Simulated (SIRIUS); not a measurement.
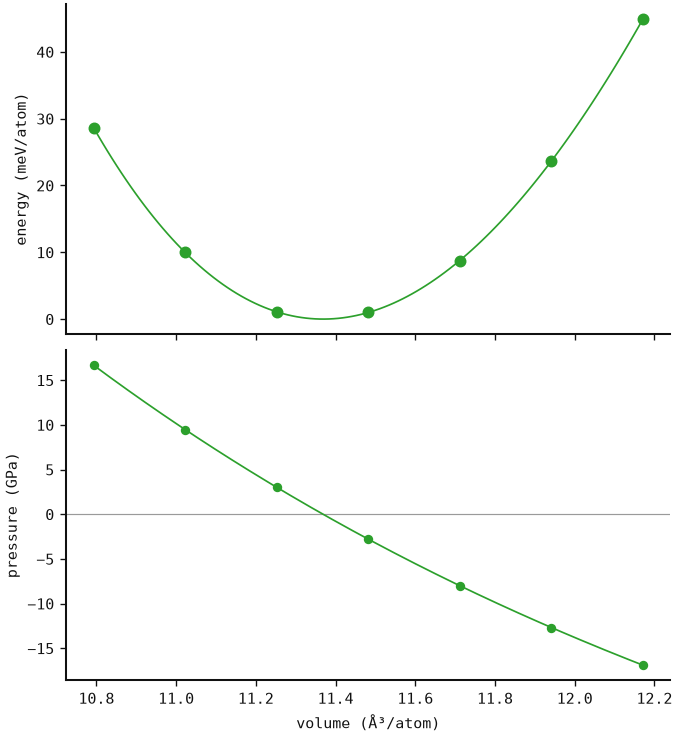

The picture above shows the energy and pressure against volume for HfN, space group Fm-3m (No. 225).

Cell as given: a = 3.190 Å, b = 3.190 Å, c = 3.190 Å, α = 60.00°, β = 60.00°, γ = 60.00°; 2 atoms.

Calculation (SIRIUS 7.10.0): plane-wave DFT, no spin polarisation; energies at scaled volumes of the given cell, shape and fractions fixed, counted from the fit's minimum, third-order Birch-Murnaghan fit. Level: PBEsol.

k mesh 10×10×10; occupations Fermi–Dirac; smearing width 0.05 eV; potentials dojo sr pbesol 0.4.1 standard; wave cutoff 1152 eV; density cutoff 4606 eV.

Give the values behind the plot as a table.

```tsv
volume (Å³/atom)	energy (meV/atom)	pressure (GPa)
10.79	28.63	16.67
11.02	9.97	9.47
11.25	1.09	3.01
11.48	0.99	-2.79
11.71	8.77	-8.00
11.94	23.65	-12.68
12.17	44.89	-16.89
```
